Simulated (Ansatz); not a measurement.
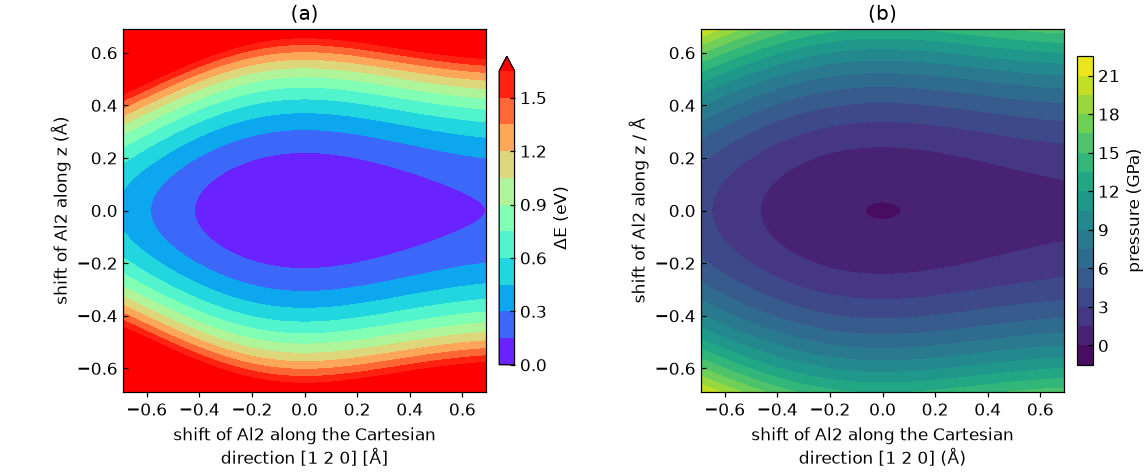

Al (P6_3/mmc, No. 194; 4 atoms in the cell). One atom moved over a plane, all else fixed (x along [1 0 0], y along [1 2 0], z along [0 0 1] of the conventional cell). First axis: shift of Al2 along the Cartesian direction [1 2 0]. Second axis: shift of Al2 along z. Nothing is relaxed (all other atoms fixed). Grid: 11 × 11 points; 66 points were computed and 55 follow by symmetry. Points are written as (first, second). Energies: eV per cell, counted from the lowest grid point. Theory: DFT LDA+D3(BJ), scalar-relativistic, plane waves, PAW (Ansatz). Settings: cutoff 420 eV, k-mesh 18×18×6 in the order of the run's cell vectors, gaussian smearing 0.15 eV, no spin polarisation.

Panel (a) is the energy and panel (b) the computed pressure on the same grid.

The picture shows filled contours, one colour for all values above the top of the scale. Between grid points the surface is interpolated.

**How does the pressure vary over the map, and what is it at the lowest grid point?**

It runs from 0.0 GPa at (0.000 Å, 0.000 Å) to 21.0 GPa at (−0.690 Å, −0.690 Å). At the lowest grid point, (0.000 Å, 0.000 Å), it is 0.0 GPa.

| second ↓, first → | −0.690 | −0.552 | −0.414 | −0.276 | −0.138 | 0.000 | 0.138 | 0.276 | 0.414 | 0.552 | 0.690 |
| --- | --- | --- | --- | --- | --- | --- | --- | --- | --- | --- | --- |
| 0.690 | 21.0 | 18.3 | 16.0 | 14.5 | 13.6 | 13.4 | 13.6 | 14.1 | 14.7 | 15.3 | 15.7 |
| 0.552 | 14.5 | 12.3 | 10.5 | 9.3 | 8.6 | 8.4 | 8.5 | 8.9 | 9.4 | 9.9 | 10.2 |
| 0.414 | 9.5 | 7.7 | 6.3 | 5.3 | 4.7 | 4.6 | 4.7 | 5.0 | 5.5 | 5.8 | 6.1 |
| 0.276 | 6.1 | 4.6 | 3.4 | 2.6 | 2.1 | 2.0 | 2.1 | 2.4 | 2.7 | 3.1 | 3.3 |
| 0.138 | 4.0 | 2.8 | 1.7 | 1.0 | 0.6 | 0.5 | 0.6 | 0.8 | 1.1 | 1.4 | 1.6 |
| 0.000 | 3.4 | 2.2 | 1.2 | 0.5 | 0.1 | 0.0 | 0.1 | 0.3 | 0.6 | 0.9 | 1.1 |
| −0.138 | 4.0 | 2.8 | 1.7 | 1.0 | 0.6 | 0.5 | 0.6 | 0.8 | 1.1 | 1.4 | 1.6 |
| −0.276 | 6.1 | 4.6 | 3.4 | 2.6 | 2.1 | 2.0 | 2.1 | 2.4 | 2.7 | 3.1 | 3.3 |
| −0.414 | 9.5 | 7.7 | 6.3 | 5.3 | 4.7 | 4.6 | 4.7 | 5.0 | 5.5 | 5.8 | 6.1 |
| −0.552 | 14.5 | 12.3 | 10.5 | 9.3 | 8.6 | 8.4 | 8.5 | 8.9 | 9.4 | 9.9 | 10.2 |
| −0.690 | 21.0 | 18.3 | 16.0 | 14.5 | 13.6 | 13.4 | 13.6 | 14.1 | 14.7 | 15.3 | 15.7 |

PAW datasets: the set soft_1.
